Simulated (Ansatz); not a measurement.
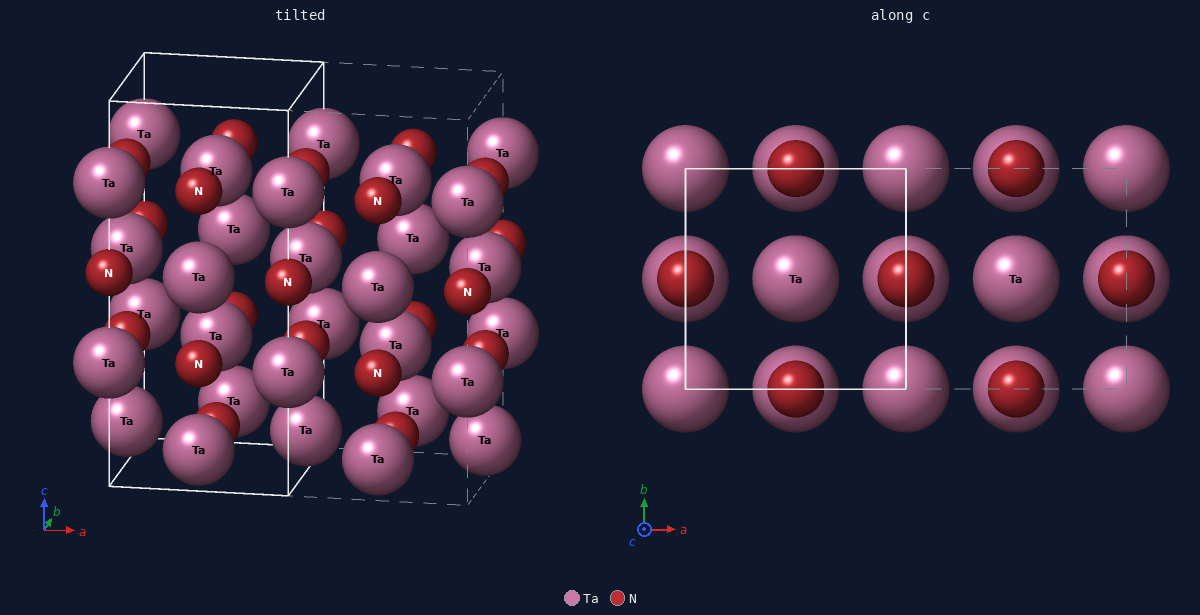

View slightly off an axis and along the c axis, drawn as a spheres-only model. Shown are 2×1×1 repeats of the conventional unit cell, one of them outlined in solid lines.

In words:

Formula: Ta4N3. It belongs to space group P4mm (No. 99) and has a primitive tetragonal lattice. Counting shared atoms by their share gives 8 Ta, 6 N, or 14 atoms.

The cell started as a structure listed in the Materials Project. The cell was then strained or its atoms displaced on purpose. It was run through Ansatz as a DFT input.

At this level of theory the run's own cell isn't at rest (stretched, at -11 GPa and forces up to 1.2 eV/Å), so its distances can differ from those at equilibrium, the more so the softer the solid.
